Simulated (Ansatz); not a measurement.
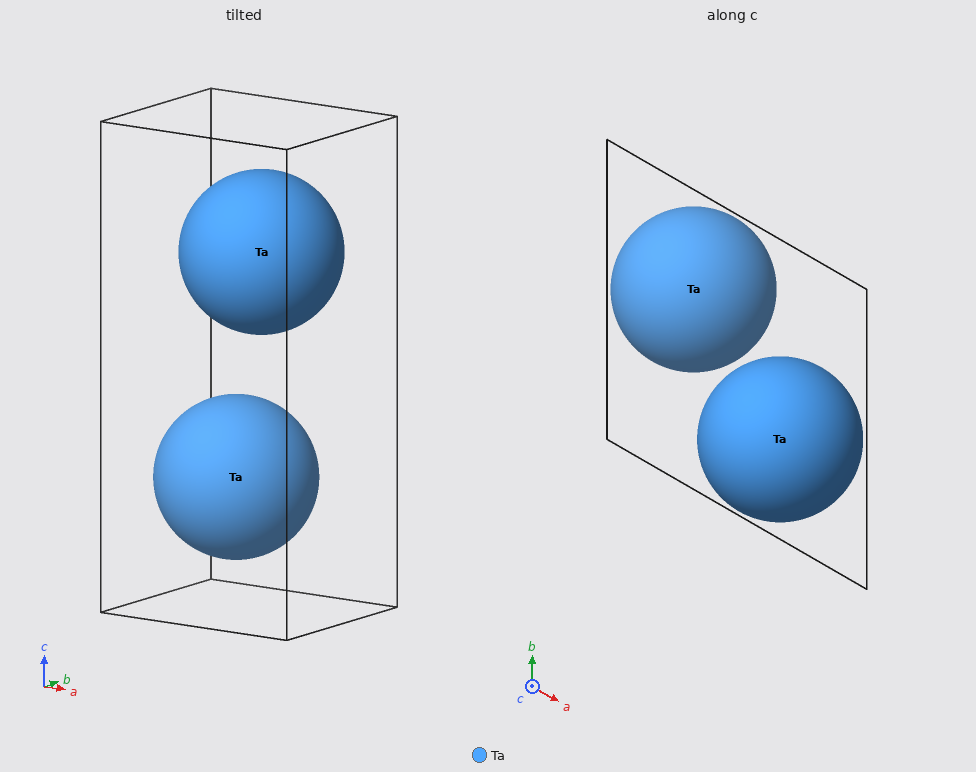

Spheres-only representation of a periodic structure, projected slightly off an axis and along the c axis. The edges of the simulation cell are marked.

The input file of the run:
```yaml
crystal:
  lattice:
    - [3.1045877564, 0.0, 0.0]
    - [-1.5522938782, 2.6886518653, 0.0]
    - [0.0, 0.0, 5.1181138697]
  atoms:
    - { symbol: Ta, position: [0.6666666667, 0.3333333333, 0.75] }
    - { symbol: Ta, position: [0.3333333333, 0.6666666667, 0.25] }
basis:
  ecutwfc: 500
kpoints:
  mp_grid: { grid: [24, 24, 12] }
hamiltonian:
  xc: r2scan
scf:
  occupations: { method: gaussian, width: 0.15 }
output:
  forces: true
  stress: true
  eigenvalues: true
  write_density: true
  write_potential: true
  elf: true
  volumetric_format: npy
```
Run as:
```sh
ansatz run input.yaml --threads 1 --pin off --max-ram 2560MiB --backend cpu --events-out ev --progress --plain --runs-dir out
```

Results below were computed with DFT r2SCAN, scalar-relativistic, plane waves, PAW in Ansatz 0.2.0; the settings were a basis cut at 500 eV, Brillouin-zone sampling on a 24×24×12 mesh, Gaussian smearing of 0.15 eV, no spin polarisation.

**How large a gap does the method give, if there is one?**

A metal: bands cross the Fermi level.

**What pressure does the calculation give for this cell?**

The computed pressure is -21.8 GPa (stretched: it would shrink). The stress isn't hydrostatic: its largest component is 25.0 GPa.

It goes back to a structure listed in the Materials Project. The cell was then strained or its atoms displaced on purpose. An electronic-structure calculation with Ansatz was run on it.

At this level of theory the run's own cell isn't at rest (stretched, at -22 GPa), so its distances can differ from those at equilibrium, the more so the softer the solid.
